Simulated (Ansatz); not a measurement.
# Run report: Al, single-point calculation

System: Al (slab, 12 atoms in the cell).
Method: DFT PBE, scalar-relativistic, plane waves, PAW, PAW set soft_1, no spin polarisation (Ansatz 0.2.0).

The structure derives from an entry of the Crystallography Open Database.

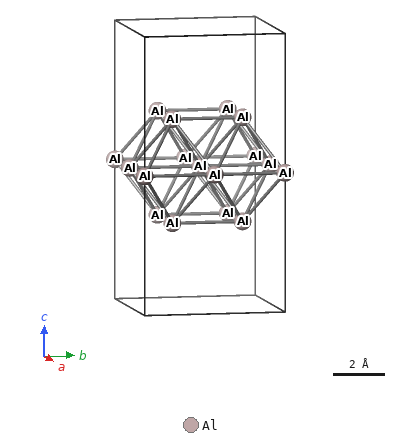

**Figure 1.** The structure as given in the input (ball-and-stick view of the cell of the calculation, with the vacuum cut short, seen slightly off an axis). Near neighbours in the crystal (not all of them lie inside the picture): Al has 8 Al at 2.86 to 2.91 Å; Al has 12 Al at 2.86 to 2.91 Å.

Input
```yaml
crystal:
  lattice:
    - [5.7135165838, 0.0, 0.0]
    - [0.0, 5.7135165838, 0.0]
    - [0.0, 0.0, 19.6746954361]
  atoms:
    - { symbol: Al, position: [0.25, 0.25, 0.203306832] }
    - { symbol: Al, position: [0.25, 0.75, 0.203306832] }
    - { symbol: Al, position: [0.75, 0.25, 0.203306832] }
    - { symbol: Al, position: [0.75, 0.75, 0.203306832] }
    - { symbol: Al, position: [0.0, 0.0, 0.3092728611] }
    - { symbol: Al, position: [0.0, 0.5, 0.3092728611] }
    - { symbol: Al, position: [0.5, 0.0, 0.3092728611] }
    - { symbol: Al, position: [0.5, 0.5, 0.3092728611] }
    - { symbol: Al, position: [0.25, 0.25, 0.415492858] }
    - { symbol: Al, position: [0.25, 0.75, 0.415492858] }
    - { symbol: Al, position: [0.75, 0.25, 0.415492858] }
    - { symbol: Al, position: [0.75, 0.75, 0.415492858] }
basis:
  ecutwfc: 420
kpoints:
  mp_grid: { grid: [5, 5, 1] }
hamiltonian:
  xc: pbe
  pseudopotentials: { kind: paw, azcp: { folder: soft_1 } }
scf:
  occupations: { method: gaussian, width: 0.1 }
output:
  forces: true
  eigenvalues: true
  write_density: true
  write_potential: true
  elf: true
  volumetric_format: npy
efield:
  axis: 3
  dipole_correction: true
  ramp_width: 0.04
```

Run on 1 thread of AMD EPYC (Zen 3), 32 GiB of memory available, shared host.

Launch command:
```bash
ansatz run input.yaml --threads 1 --pin off --max-ram 3072MiB --backend cpu --events-out ev --progress --plain --runs-dir out
```

The program's output
```
Engine: ansatz 0.2.0, x86_64-unknown-linux-gnu
Pseudopotentials: kind: paw
Pseudopotential: Al, paw, valence charge 3, recommended cutoff 420 eV (normal), [file]
Functional definition: PBE
  parameter kappa = 0.804
  parameter beta = 0.06672455060314922
  exchange = pbe_x(kappa = kappa, mu = beta*pi^2/3)
  correlation = pbe_c(beta = beta)
Crystal: 12 atoms, lattice volume = 642.266 Å³
Basis set: ecut = 420 eV, 12653 PW (Γ), exchange–correlation on 80×80×270 points (8 copies of the dense FFT grid, shifted against one another)
Bands: 30, of which v1, the nominal top of the filled ones, is band 18 counted from 1 (17 counted from 0)
Symmetry: 32 space group operations
Space group: P4mm (ITA 99), of the structure as read, at distance tolerance 8.6e-5 Å
k-points: 6 of 25
Non-local potential: Al, projectors of the file, l = 0: 2, l = 1: 2, l = 2: 1
PAW form: soft (Blöchl's): semilocal exchange-correlation on the pseudo side does not see the compensation charge
PAW one-centre angular grid: Al, 110 points (default); XC on 64 Gauss nodes
Initial density: superposition of atomic densities (neutral atoms: chi_scale 0, normalization atom)
Initial wavefunctions: pseudopotential atomic-orbital guess
Functional: x = pbe(κ = 0.804, μ = 0.2195149727645171), c = pbe(β = 0.06672455060314922)
SCF iter   1: F=—  HF=-6447.874614 eV  |F-HF|=—  |Δ(HF+E_count)|=         —  Δρ=1.41e-2  dr2=7.44e0  ethr=3.10e-3  p=-0.000 e·Å  D=-2.18e-8 V/Å  ΔV_dip=0.00 eV  dr2_dipole=3.03e-5  V_vac-E_F(+/−)=6.15/6.15 eV  ⟨swp⟩=7.8  Hψ=1101  notcnv=0
efield: sawtooth ramp at fractional position 0.7894 (placed from the atoms, in the widest stretch of the axis that holds none; the zero of the levels goes with the place), width 0.0400; the density the first Hamiltonian is built on has a dipole p = -0.000 e·Å; the dipole correction subtracts the counter field D = -2.18e-8 V/Å, which shifts the + side's vacuum level by +0.00 eV against the − side's; the planar-averaged density in the ramp window peaks in size at 1.9e-8 e/Å³
preconditioner: auto → LDOS  [metal: Δε(μ)=0.008 eV  Ē_g=6.008 eV  σ=0.100 eV  W_gap=0.04  n_scr=66 (ndim 8)  ℏωp=8.8 eV  f_vac=0.503  D(μ)=9.68/eV (n_scr^D=50)  β→1.0]
SCF iter   2: F=—  HF=-6446.356088 eV  |F-HF|=—  |Δ(HF+E_count)|=    1.52e0  Δρ=6.00e-3  dr2=6.03e-1  ethr=3.10e-3  p=0.000 e·Å  D=3.58e-5 V/Å  ΔV_dip=-0.00 eV  dr2_dipole=1.07e-7  V_vac-E_F(+/−)=5.02/5.02 eV  ⟨swp⟩=4.0  Hψ=459  notcnv=0  defer=20
SCF iter   3: F=—  HF=-6446.366673 eV  |F-HF|=—  |Δ(HF+E_count)|=   1.06e-2  Δρ=1.21e-3  dr2=3.72e-2  ethr=1.68e-3  p=0.000 e·Å  D=6.37e-5 V/Å  ΔV_dip=-0.00 eV  dr2_dipole=2.81e-7  V_vac-E_F(+/−)=4.67/4.67 eV  ⟨swp⟩=3.7  Hψ=314  notcnv=0  defer=20
SCF iter   4: F=—  HF=-6446.356746 eV  |F-HF|=—  |Δ(HF+E_count)|=   9.93e-3  Δρ=3.01e-4  dr2=7.72e-4  ethr=1.03e-4  p=0.000 e·Å  D=7.64e-5 V/Å  ΔV_dip=-0.00 eV  dr2_dipole=7.19e-7  V_vac-E_F(+/−)=4.54/4.54 eV  ⟨swp⟩=2.0  Hψ=268  notcnv=0  defer=20
SCF iter   5: F=—  HF=-6446.357043 eV  |F-HF|=—  |Δ(HF+E_count)|=   2.97e-4  Δρ=5.48e-5  dr2=9.53e-5  ethr=2.14e-6  p=0.000 e·Å  D=7.50e-5 V/Å  ΔV_dip=-0.00 eV  dr2_dipole=1.13e-6  V_vac-E_F(+/−)=4.52/4.52 eV  ⟨swp⟩=2.5  Hψ=342  notcnv=0  defer=20
SCF iter   6: F=—  HF=-6446.356930 eV  |F-HF|=—  |Δ(HF+E_count)|=   1.14e-4  Δρ=1.52e-5  dr2=1.18e-5  ethr=2.65e-7  p=0.000 e·Å  D=8.94e-5 V/Å  ΔV_dip=-0.00 eV  dr2_dipole=1.58e-6  V_vac-E_F(+/−)=4.51/4.51 eV  ⟨swp⟩=2.8  Hψ=264  notcnv=0  defer=20
SCF iter   7: F=—  HF=-6446.356928 eV  |F-HF|=—  |Δ(HF+E_count)|=   1.16e-6  Δρ=4.89e-6  dr2=6.99e-7  ethr=3.29e-8  p=0.000 e·Å  D=7.41e-5 V/Å  ΔV_dip=-0.00 eV  dr2_dipole=8.03e-8  V_vac-E_F(+/−)=4.51/4.51 eV  ⟨swp⟩=2.3  Hψ=256  notcnv=0  defer=20
SCF iter   8: F=-6446.356929 eV  HF=-6446.356929 eV  |F-HF|=1.83e-8  |Δ(HF+E_count)|=   1.58e-7  Δρ=9.30e-7  dr2=9.03e-9  ethr=2.78e-10  p=0.000 e·Å  D=7.81e-5 V/Å  ΔV_dip=-0.00 eV  dr2_dipole=3.41e-10  V_vac-E_F(+/−)=4.51/4.51 eV  ⟨swp⟩=21.5  Hψ=1736  notcnv=0
SCF 1 converged in 8 iterations: F = -6446.356929 eV  dr2 = 9.03e-9
  greatest PAW one-centre occupation: 0.484 electrons in one spin orbital (limit 2), on the Al atom at site 11 (counted from 0), in its partial waves of l = 0
```

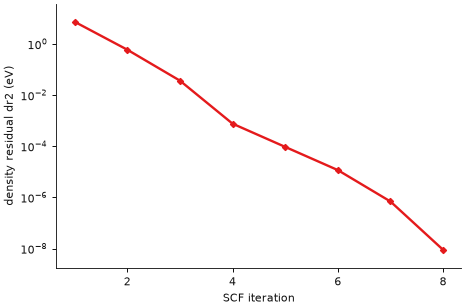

**Figure 2.** Convergence of the self-consistent field: density residual dr2 against the SCF iteration. The residual falls at every step.

```
WARN: The input density's exchange-correlation potential varies sharply where the density is thin. Do not read a vacuum level from v_tot or v_xc, or from such a field of the output density. On a cell that repeats whose density bears no net charge and no dipole along the vacuum's axis use v_es (v_loc + v_h of the components); under efield.dipole_correction with no amplitude use v_es + v_field, which holds any external_charges[].barrier, or the levels of the report's work_function block, which leave it out; under a non-zero efield.amplitude the vacuum is tilted and has no level; on a cell that repeats and bears such a dipole with no correction it is tilted too, and efield.dipole_correction with no amplitude gives each side of its ramp a level where efield: is served; in a cell that repeats whose density bears a net charge (total_charge, or a fill off its count) it is curved and has none; of a slab under crystal.periodic whose density bears no net charge use v_es, which has a level on each side, short of where the two are joined; of another it falls or rises all the way out and has none; of a slab beside external_charges read slab_vacuum_level instead, which it has where they leave it neutral. The grid or the basis barely resolves most such structure, and the values can differ between equally converged runs; as a rule a tighter scf.convergence.dr2_threshold does not remove it. Where the density itself ripples (under the LDA too) a higher basis.ecutwfc lessens it. The files hold the spikes' plane waves up to the density's cutoff. Files: v_tot and the like, and their columns of v_z.tsv (output.write_potential); v_xc and the like, and their columns of v_comp_z.tsv (output.write_potential_components); where files of the output density stand in their place, no point of their own thin density is over the threshold below, and this is of outcome.potential() and, of a run that writes arrays (npy), the arrays of these names. Measured: with its Gaussian average of σ = 0.25 Å subtracted twice, the exchange-correlation potential is over 0.1 eV at 4 of the grid points where the equally averaged density (valence and model cores) is under 1e-3 e/Å³, and 0.123 eV at the most among them, at an averaged density of 7.4e-8 e/Å³. See output.write_potential in the manual, Limitations
SCF converged after 8 iterations
Free energy (F): -6446.356929 eV
Harris-Foulkes:  -6446.356929 eV  (|F-HF|=1.83e-8)
Internal energy: -6446.338156 eV  (E = F + TS)
E sigma→0 (E₀):  -6446.347542 eV
Entropy (-TS):   -0.018773 eV (-1.564 meV/atom)
Fermi energy:    -0.625887 eV
Dipole field:    D = 0.000064 V/Å  (p = 0.000228 e·Å, saw-weighted, corrected)
Work function:   Φ+ = 4.5072 eV   Φ− = 4.5084 eV
Levels:          The Fermi level and band energies are counted from a zero that moves with the ramp; work functions are not
--- Per-component energies (eV) ---
  E_band       = -158.803709
  E_kinetic    = 246.650271
  E_local      = -5359.114704  (includes V_loc(G=0)·N_el)
  E_nonlocal   = 122.006403
  E_hartree    = 2602.581013
  E_xc         = -438.953958
  E_vxc        = -332.083260  (∫ρ·V_xc dr)
  E_paw        = -5632.047087  (= ΣΔE_a)
  E_vpaw       = -41.427102  (= ΣTr[D̂ρ^β])
  E_aug_tail   = -0.000022  (compensation charges beyond the density's cutoff)
  E_efield     = 0.000000  (sawtooth field / dipole correction)
  E_vefield    = 0.000002  (∫n·V_field dr)
  E_ewald      = 2012.539929
  E_smearing   = -0.018773  (= −TS)
  E_closure    = -0.000000  (closes the sum)
  Σ components = -6446.356929   (vs F -6446.356929, Δ=0.00e0)
--- Forces (eV/Å), atoms counted from 1 ---
  atom   1  Al     0.00000000    -0.00000000     0.01794146
  atom   2  Al     0.00000000    -0.00000000     0.01794146
  atom   3  Al     0.00000000    -0.00000000     0.01794146
  atom   4  Al     0.00000000     0.00000000     0.01794146
  atom   5  Al     0.00000000    -0.00000000     0.01087422
  atom   6  Al     0.00000000    -0.00000000     0.01087422
  atom   7  Al     0.00000000    -0.00000000     0.01087422
  atom   8  Al     0.00000000    -0.00000000     0.01087422
  atom   9  Al    -0.00000000     0.00000000    -0.02881404
  atom  10  Al    -0.00000000     0.00000000    -0.02881404
  atom  11  Al    -0.00000000     0.00000000    -0.02881404
  atom  12  Al    -0.00000000     0.00000000    -0.02881404
  max |Σ_I F_I| component: 6.57e-6 eV/Å
--- Band table (eV; the first three rows and the last of 6) ---
  k-point 0: bands = ["-10.6705", "-8.5688", "-6.2812", "-6.2812", "-6.1709", "-6.1709", "-5.3666", "-4.2730", "-4.2730", "-4.0748", "-4.0748", "-2.5109", "-2.5109", "-2.3706", "-1.3769", "-1.3769", "-1.2990", "-0.9535", "-0.5987", "-0.5987", "-0.5669", "-0.5669", "0.9087", "0.9805", "1.3848", "1.3848", "1.3929", "2.4108", "2.4108", "2.5057"]
  k-point 1: bands = ["-10.4901", "-8.3903", "-7.8114", "-6.1074", "-5.9957", "-5.7417", "-5.1892", "-4.3124", "-4.0950", "-3.9083", "-3.5635", "-3.4654", "-2.5816", "-2.2909", "-2.2021", "-1.5369", "-1.4829", "-1.2055", "-0.4336", "0.0812", "0.3254", "0.3326", "0.9063", "1.3016", "1.5515", "1.5563", "1.8049", "2.1705", "2.2035", "2.6700"]
  k-point 2: bands = ["-9.9504", "-9.0553", "-7.8562", "-6.9709", "-5.5881", "-5.4733", "-4.7306", "-4.6592", "-4.6152", "-3.7837", "-3.5647", "-3.4104", "-2.6965", "-2.5889", "-2.0889", "-1.6998", "-0.9132", "-0.6941", "-0.0008", "0.0550", "0.1475", "0.4080", "0.8379", "2.0499", "2.1132", "2.2396", "2.4171", "2.4431", "2.6968", "2.8635"]
  k-point 5: bands = ["-9.2337", "-8.3429", "-8.3429", "-7.4581", "-7.1469", "-6.2658", "-6.2658", "-5.3905", "-3.9560", "-3.0863", "-3.0863", "-2.2247", "-1.4746", "-1.4746", "-1.1829", "-1.0285", "-0.2370", "-0.2370", "0.2647", "0.4804", "0.5757", "0.5757", "0.5969", "0.7580", "1.8709", "2.1963", "2.1963", "2.4150", "2.4373", "2.9183"]
```

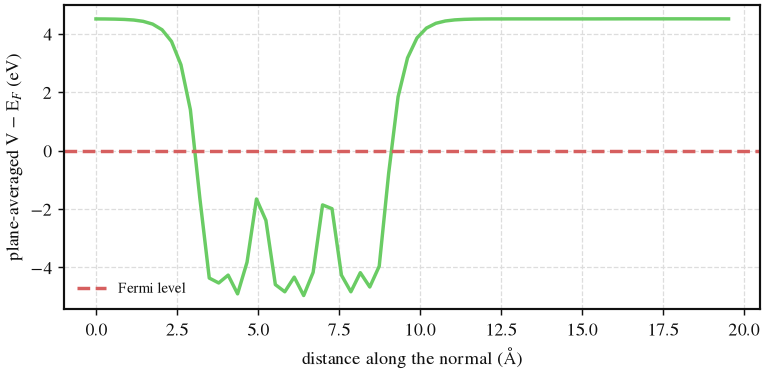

**Figure 3.** Plane average of the electrostatic potential energy of an electron across the cell, from the Fermi level. The vacuum level lies 4.51 eV above the Fermi level.

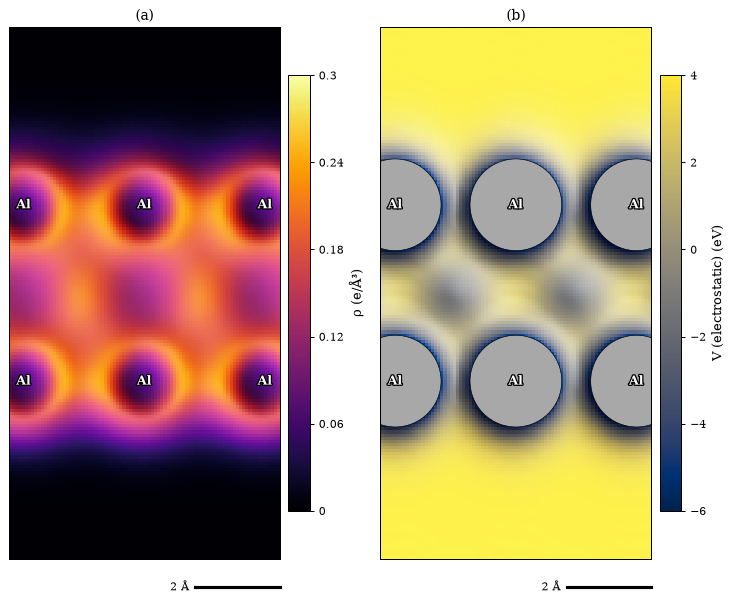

**Figure 4.** (a) valence electron density; (b) electrostatic potential energy of an electron on the (100) plane of the calculation cell, a cut from vacuum to vacuum. Grey discs, where drawn, cover atomic cores. Atoms in the plane: Al. Al–Al (2.86 Å): ρ at the midpoint is about 0.2 e/Å³. The density dies away to nearly zero in the vacuum. The fields are those of the smooth PAW valence density.

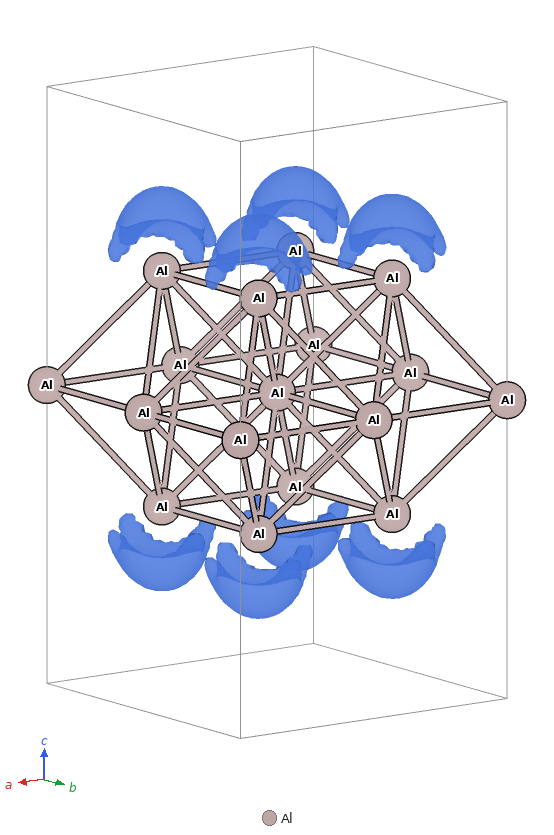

**Figure 5.** Isosurface of the ELF at 0.8 (blue), seen at an oblique angle. Core shells and regions of very low density are left out. Sticks mark near contacts. Counts are for one cell; the picture repeats the cell along the surface. Profiles from the grid: Al–Al (2.86 Å): the ELF is about 0.70 at the midpoint; no shared electron pair. Al–Al (2.90 Å): the ELF is about 0.55 at the midpoint, as expected for metallic bonding.

Results in brief

- outcome: converged
- electrons treated: 36
- free energy: −6446.3569 eV
- work function, top face: 4.51 eV
- work function, bottom face: 4.51 eV
- Fermi energy: −0.626 eV
- gap on the k-point mesh: none (metallic)
- work function (upper face): 4.51 eV
- largest force (length of the vector): 0.029 eV/Å
- wall time: 12 s
- peak memory: 0.61 GiB

Notes

The program warns: the exchange-correlation potential is rough where the density is thin.
